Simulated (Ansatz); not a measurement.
**A series of single points on SnSe**

System: SnSe (Pnma, 8 atoms in the cell).
Method: Kohn-Sham DFT of a periodic cell, RPBE with D3(BJ), Ansatz PAW, no spin polarisation (Ansatz 0.2.0).

The 6 runs differ only in the geometry, by an even scaling of the cell at fixed fractional positions. The structure derives from an entry of the Crystallography Open Database.

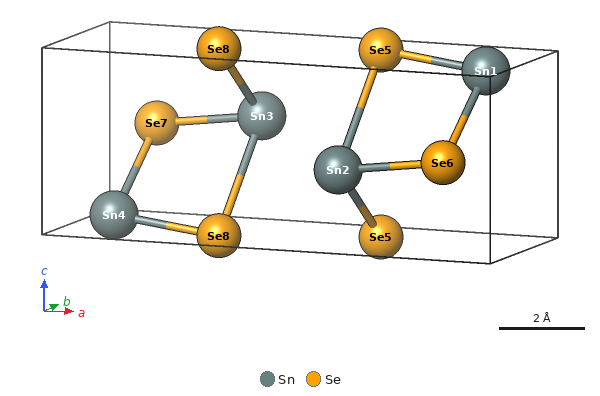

Figure 1. The structure of run 4 (ball-and-stick view of the cell of the calculation, seen slightly off an axis; atoms are numbered from 1 in the order of the input).

## Input of run 4
```yaml
crystal:
  lattice:
    - [11.4956313432, 0.0, 0.0]
    - [0.0, 4.2177491531, 0.0]
    - [0.0, 0.0, 4.4895372846]
  atoms:
    - { symbol: Sn, position: [0.877, 0.75, 0.909] }
    - { symbol: Sn, position: [0.623, 0.25, 0.409] }
    - { symbol: Sn, position: [0.377, 0.75, 0.591] }
    - { symbol: Sn, position: [0.123, 0.25, 0.091] }
    - { symbol: Se, position: [0.643, 0.75, 0.984] }
    - { symbol: Se, position: [0.857, 0.25, 0.484] }
    - { symbol: Se, position: [0.143, 0.75, 0.516] }
    - { symbol: Se, position: [0.357, 0.25, 0.016] }
hamiltonian:
  xc: rpbe
  pseudopotentials: { kind: paw }
  dispersion: d3bj
kpoints:
  mp_grid: { grid: [3, 6, 6] }
scf:
  occupations: { method: fermi_dirac, width: 0.05 }
output:
  forces: true
  stress: true
  eigenvalues: true
```

Command:
```bash
ansatz run input.yaml --threads 2 --pin off --max-ram 5120MiB --backend cpu --events-out ev --progress --plain --runs-dir out
```

Run 5 differs from it as follows:
```diff
-    - [11.4956313432, 0.0, 0.0]
-    - [0.0, 4.2177491531, 0.0]
-    - [0.0, 0.0, 4.4895372846]
+    - [11.5702803916, 0.0, 0.0]
+    - [0.0, 4.245137902, 0.0]
+    - [0.0, 0.0, 4.518690941]
```

## Results, with one run withheld

```tsv
run	volume per atom (Å³)	free energy per atom, from the lowest run given (meV)	pressure (GPa)	gap on the mesh (eV)
1	25.076	0.00	−7.31	0.57
2	25.609	25.84	−8.19	0.57
3	26.143	54.44	−8.96	0.58
4	27.210	118.03	−10.01	0.60
5	27.743	?	?	?
6	28.277	184.19	−9.33	0.63
```

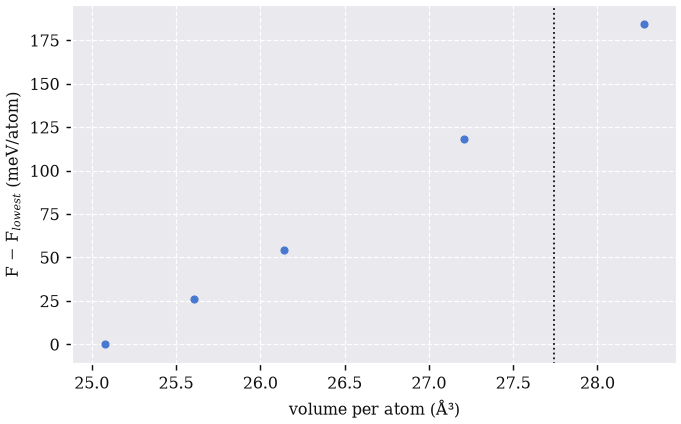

Figure 2. Free energy per atom of the runs given; the dotted line marks run 5.

Fit the runs given and predict run 5.

A cubic polynomial in V^(−2/3) (the Birch–Murnaghan form), fitted to the 5 runs given, misses them by at most 0.14 meV per atom. With x = V^(−2/3) − 0.11273 Å⁻², it reads F = 70.493 − 20488 x + 6.0118e+05 x² + 2.8118e+07 x³ (meV per atom). At run 5 it gives 151.01 meV per atom, and the run itself gives 151.60. The slope of the fit gives a pressure −dF/dV of −9.97 GPa there, and the run prints −10.06 GPa. The two needn't agree exactly: the fit is approximate, and the printed stress is taken on a finite basis. The fit has no minimum inside this range. So low a polynomial doesn't follow these energies more closely. The gap on the mesh lies between 0.57 eV (run 2) and 0.63 eV (run 6); run 5 has 0.62 eV. These are gaps of this functional on this mesh, which can miss the band edges; they aren't the measured gap.

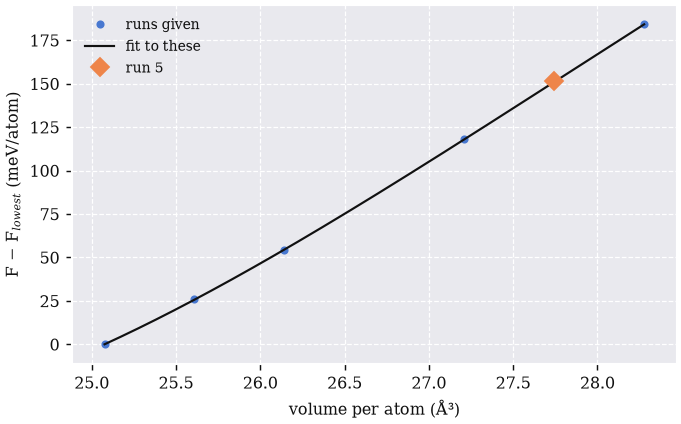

Figure 3. The fit and the withheld run.

## Output, shortened to warnings, some set-up lines, iterations and results (run 5)
```
WARN: dispersion: an atom stands within reach of a switch of its C6 between two reference coordination numbers of its element: through that C6 alone, e_disp changes by 0.025 eV or more while the distances to its neighbours run over a stretch of 0.05 Å that contains this geometry (sites counted from 0 in the run's list of atoms or, in a supercell that it derives, in that cell's: here a list of 8) …
Basis set: ecut = 420 eV, 4327 PW (Γ), exchange–correlation on 160×60×64 points (8 copies of the dense FFT grid, shifted against one another)
Symmetry: 8 space group operations
k-points: 32 of 108
Initial density: superposition of atomic densities (neutral atoms: chi_scale 0, normalization atom), corrected by the library's trained network
[...]
SCF iter   1: F=—  HF=-46046.734193 eV  |F-HF|=—  |Δ(HF+E_count)|=         —  Δρ=2.60e-3  dr2=1.02e-2  ethr=1.77e-3  ⟨swp⟩=6.7  Hψ=8727  notcnv=0  defer=7
SCF iter   2: F=—  HF=-46046.730936 eV  |F-HF|=—  |Δ(HF+E_count)|=   3.26e-3  Δρ=1.13e-3  dr2=2.53e-3  ethr=8.53e-6  ⟨swp⟩=2.0  Hψ=4633  notcnv=0  defer=77
SCF iter   3: F=—  HF=-46046.731547 eV  |F-HF|=—  |Δ(HF+E_count)|=   6.11e-4  Δρ=5.26e-4  dr2=6.31e-4  ethr=2.11e-6  ⟨swp⟩=2.0  Hψ=2494  notcnv=0  defer=24
SCF iter   4: F=—  HF=-46046.731770 eV  |F-HF|=—  |Δ(HF+E_count)|=   2.23e-4  Δρ=6.42e-5  dr2=9.57e-6  ethr=5.26e-7  ⟨swp⟩=2.0  Hψ=2800  notcnv=0  defer=24
SCF iter   5: F=—  HF=-46046.731910 eV  |F-HF|=—  |Δ(HF+E_count)|=   1.39e-4  Δρ=3.17e-5  dr2=2.53e-6  ethr=7.97e-9  ⟨swp⟩=2.0  Hψ=4081  notcnv=0  defer=24
SCF iter   6: F=—  HF=-46046.731912 eV  |F-HF|=—  |Δ(HF+E_count)|=   2.52e-6  Δρ=9.32e-6  dr2=2.45e-7  ethr=2.11e-9  ⟨swp⟩=2.0  Hψ=4081  notcnv=0  defer=24
SCF iter   7: F=-46046.731913 eV  HF=-46046.731913 eV  |F-HF|=7.90e-9  |Δ(HF+E_count)|=   4.94e-7  Δρ=2.28e-6  dr2=1.42e-8  ethr=8.33e-11  ⟨swp⟩=8.8  Hψ=10197  notcnv=0
SCF 1 converged in 7 iterations: F = -46046.731913 eV  dr2 = 1.42e-8
SCF converged after 7 iterations
Free energy (F): -46046.731913 eV
Harris-Foulkes:  -46046.731913 eV  (|F-HF|=7.90e-9)
Internal energy: -46046.731852 eV  (E = F + TS)
E sigma→0 (E₀):  -46046.731882 eV
Entropy (-TS):   -0.000061 eV (-0.008 meV/atom)
Fermi energy:    8.859548 eV
--- Per-component energies (eV) ---
  E_band       = -1924.163185
  E_kinetic    = 1211.618429
  E_local      = -13527.298864  (includes V_loc(G=0)·N_el)
  E_nonlocal   = -2523.488542
  E_hartree    = 7104.250985
  E_xc         = -1951.651859
  E_vxc        = -774.050208  (∫ρ·V_xc dr)
  E_paw        = -24233.632737  (= ΣΔE_a)
  E_vpaw       = -519.438762  (= ΣTr[D̂ρ^β])
  E_aug_tail   = -0.002326  (compensation charges beyond the density's cutoff)
  E_ewald      = -12113.751066
  E_disp       = -11.782587  (pairwise vdW)
  E_core_change = -0.993287  (= ΣΔE_core)
  E_smearing   = -0.000061  (= −TS)
  E_closure    = 0.000000  (closes the sum)
  Σ components = -46046.731913   (vs F -46046.731913, Δ=0.00e0)
--- Forces (eV/Å), atoms counted from 1 ---
  atom   1  Sn     0.05429683     0.00000000    -0.09175535
  atom   2  Sn    -0.05429683     0.00000000    -0.09175535
  atom   3  Sn     0.05429683    -0.00000000     0.09175535
  atom   4  Sn    -0.05429683    -0.00000000     0.09175535
  atom   5  Se    -0.05587533    -0.00000000     0.06900246
  atom   6  Se     0.05587533     0.00000000     0.06900246
  atom   7  Se    -0.05587533     0.00000000    -0.06900246
  atom   8  Se     0.05587533     0.00000000    -0.06900246
  max |Σ_I F_I| component: 2.78e-17 eV/Å
--- Stress (GPa, compression-positive) ---
       -8.254181       0.000000      -0.000000
        0.000000     -10.894089      -0.000000
       -0.000000      -0.000000     -11.041467
  P = ⅓ Tr σ = -10.0632 GPa (-100.632 kbar)
```

Notes: Points of doubt noted for this run: forces on files of another functional.
